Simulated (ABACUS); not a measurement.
# A series of single points on Cs

System: Cs (1 atom in the cell).
Method: Kohn-Sham DFT of a periodic cell, PBE, PseudoDojo NC SR 0.4.1 PBE standard, no spin polarisation (ABACUS 3.10.1).

The 7 runs differ only in the geometry, by an even scaling of the cell at fixed fractional positions. The structure derives from a Materials Project entry.

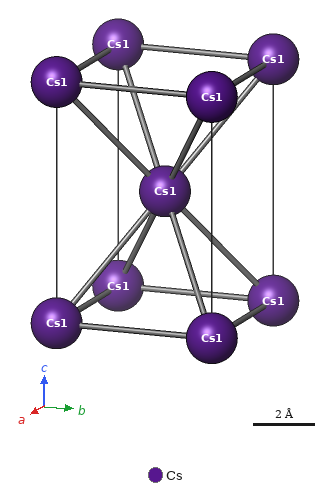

Figure 1. The structure of run 4 (ball-and-stick view of the cell 2 times as large as that of the calculation, set on its symmetry axes, seen slightly off an axis; atoms are numbered from 1 in the order of the input).

### Input of run 4
```
INPUT_PARAMETERS
suffix              Cs
calculation         scf
basis_type          pw
pseudo_dir          ./
symmetry            1
dft_functional      pbe
ecutwfc             50
pseudo_rcut         10
nspin               1
nbands              9
ks_solver           dav
smearing_method     fd
smearing_sigma      0.00367493
scf_thr             1e-08
scf_nmax            100
mixing_type         broyden
mixing_beta         0.7
cal_force           1
cal_stress          1
kpar                4
```

### File STRU of run 4
```
ATOMIC_SPECIES
Cs 132.9055 Cs.upf

LATTICE_CONSTANT
1.8897261246

LATTICE_VECTORS
-2.7500754600 2.7500754600 4.0972389800
2.7500754600 -2.7500754600 4.0972389800
2.7500754600 2.7500754600 -4.0972389800

ATOMIC_POSITIONS
Direct

Cs
0.0
1
0.0000000000 0.0000000000 0.0000000000 1 1 1
```

### File KPT of run 4
```
K_POINTS
0
Gamma
7 7 7 0 0 0
```

Command:
```bash
OMP_NUM_THREADS=1 mpirun -np 4 abacus > log
```

Run 5 differs from it as follows:
```diff
--2.7500754600 2.7500754600 4.0972389800
-2.7500754600 -2.7500754600 4.0972389800
-2.7500754600 2.7500754600 -4.0972389800
+-2.7682884110 2.7682884110 4.1243738038
+2.7682884110 -2.7682884110 4.1243738038
+2.7682884110 2.7682884110 -4.1243738038
```

### Results, with one run withheld

```tsv
run	volume per atom (Å³)	free energy per atom, from the lowest run given (meV)	pressure (GPa)
1	116.511	0.00	0.00
2	118.990	0.30	−0.04
3	121.469	1.19	−0.08
4	123.948	2.62	−0.11
5	126.427	?	?
6	128.906	6.88	−0.17
7	131.385	9.63	−0.19
```

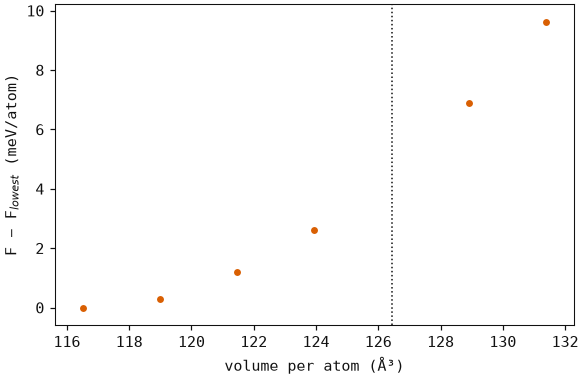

Figure 2. Free energy per atom of the runs given; the dotted line marks run 5.

Fit the runs given and predict run 5.

A cubic polynomial in V^(−2/3) (the Birch–Murnaghan form), fitted to the 6 runs given, misses them by under 0.01 meV per atom. With x = V^(−2/3) − 0.04036 Å⁻², it reads F = 2.2161 − 2875.9 x + 9.379e+05 x² − 3.2196e+06 x³ (meV per atom). At run 5 it gives 4.53 meV per atom, and the run itself gives 4.53. The slope of the fit gives a pressure −dF/dV of −0.14 GPa there, and the run prints −0.14 GPa. The fit has its minimum at 116.572 Å³ per atom, where V d²F/dV² gives 1.98 GPa. Cell shape and fractional positions are held, so this is the stiffness under even scaling; the relaxed bulk modulus wasn't computed.

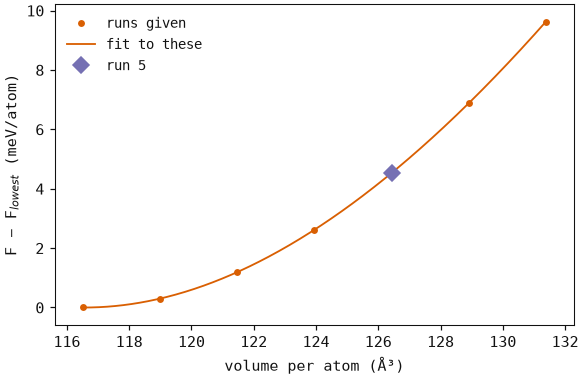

Figure 3. The fit and the withheld run.

### Some lines of the output (run 5)
```
[...]
                          Volume (Bohr^3) = 853.173
                             Volume (A^3) = 126.427
 E_Fermi        0.1440659740         1.9601181343
 E_Fermi        0.1415162005         1.9254266856
 E_Fermi        0.1399625866         1.9042886851
 E_Fermi        0.1391684535         1.8934839495
 E_Fermi        0.1391573339         1.8933326593
 E_KS(sigma->0) -46.7533094783       -636.1114092617
 E_Fermi        0.1391690532         1.8934921081
 final etot is -636.11489577 eV
 EFERMI = 1.8934921081 eV
 TOTAL-PRESSURE: -1.415054 KBAR
 !FINAL_ETOT_IS -636.1148957743997698 eV
```
